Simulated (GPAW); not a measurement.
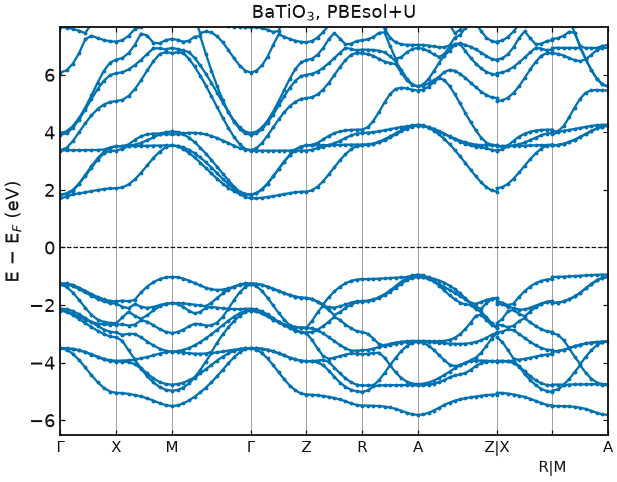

Band structure. Energies are counted from the Fermi level.

### What lattice type does the k path imply?

A primitive tetragonal lattice: the path Γ–X–M–Γ–Z–R–A–Z|X–R|M–A runs through the special points of its Brillouin zone.

This input was run:

```python
from ase import Atoms
from ase.dft.bandgap import bandgap
from ase.io import write
from ase.units import GPa
from gpaw import GPAW, PW, setup_paths

setup_paths.insert(0, '.')

atoms = Atoms(['Ba', 'Ti', 'O', 'O', 'O'],
              cell=[[3.9998, 0.0, 0.0],
                    [0.0, 3.9998, 0.0],
                    [0.0, 0.0, 4.018]],
              scaled_positions=[[0.0, 0.0, 0.0],
                                [0.5, 0.5, 0.49],
                                [0.0, 0.5, 0.517],
                                [0.5, 0.0, 0.517],
                                [0.5, 0.5, 0.019]],
              pbc=True)

calc = GPAW(mode=PW(800),
            xc='PBEsol',
            kpts={'size': (5, 5, 5), 'gamma': True},
            occupations={'name': 'fermi-dirac', 'width': 0.05},
            setups={'Ti': ':d,6.0'},
            nbands=36,
            convergence={'density': 1e-05, 'energy': 1e-05},
            maxiter=150,
            txt='gpaw.txt')
atoms.calc = calc
energy = atoms.get_potential_energy()
forces = atoms.get_forces()
stress = atoms.get_stress()
calc.write('gs.gpw')
write('result.traj', atoms)
print(f'Energy: {energy:.6f} eV')
print('Forces (eV/A):')
print(forces.round(4))
print('Stress (GPa):', (stress / GPa).round(3))
print('Fermi level:', round(calc.get_fermi_level(), 4), 'eV')
print(f'Gap: {bandgap(calc)[0]:.4f} eV, direct: {bandgap(calc, direct=True)[0]:.4f} eV')

path = atoms.cell.bandpath('GXMGZRAZ,XR,MA', npoints=100, eps=1e-4)
bs_calc = calc.fixed_density(kpts=path, symmetry='off', nbands=53,
                             convergence={'bands': 'CBM+6.0', 'eigenstates': 1e-6}, txt='bands.txt')
bs = bs_calc.band_structure()
bs.write('bs.json')
print(f'Gap on the path: {bandgap(bs_calc)[0]:.4f} eV')
```

System: BaTiO₃, space group P4mm (No. 99), 5 atoms in the cell.

GPAW; PBEsol, Ti d U = 6 eV, PAW data sets generated in the run's folder for this functional, no spin polarisation, no spin-orbit coupling, 5×5×5 k mesh, 800 eV cutoff.

### Is there a gap? Give its size, its kind and where the band edges lie.

A semiconductor. The gap along this path is 2.65 eV and indirect, from the valence-band top at A to the conduction-band bottom at Γ; the smallest direct gap is 2.96 eV, at Γ. At M the top valence band lies only 0.08 eV lower.

### How many bands meet at the valence-band top?

The top valence level at A is a single band, not degenerate (spin aside). The next level lies only 0.08 eV lower.

### How much do the top valence band and the lowest conduction band disperse along the path?

The top valence band spans 1.1 eV and the lowest conduction band 2.5 eV.

### What are the direct gaps at Z, M and X?

The direct gaps are 3.70 eV at Z, 4.57 eV at M and 3.93 eV at X.
